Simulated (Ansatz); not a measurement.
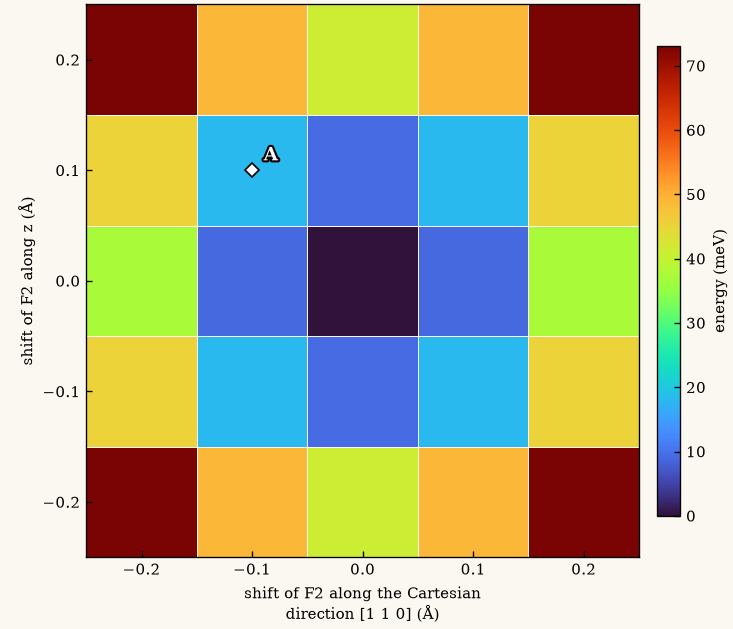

NaF (Fm-3m, No. 225; 2 atoms in the cell). Atom F2 is moved over a plane while all other atoms and the cell stay fixed (its periodic images move with it) (x, y and z along the cube axes). Coordinates scanned: (1) shift of F2 along the Cartesian direction [1 1 0]; (2) shift of F2 along z. The scan uses a 5 × 5 grid; 9 points were computed and 16 follow by symmetry. Points are written as (first, second). All energies are given in meV per cell relative to the lowest grid point. The reference cell is the one listed in the database, not relaxed at this level. The k-mesh is coarse, so small energy differences aren't converged. All numbers below come from DFT LDA, scalar-relativistic, plane waves, PAW (Ansatz 0.2.0). Settings: cutoff 420 eV, k-mesh 4×4×4 (coarse), gaussian smearing 0.05 eV, no spin polarisation.

Drawn: one coloured cell a grid point, the point A.

Q: Which way does the force act at A, and how strong is it?

A: A, at (−0.1 Å, 0.1 Å), is not a stationary point. The computed force is 0.26 eV/Å in the plane, pointing down and right in the picture (components 0.18 and −0.19 eV/Å).
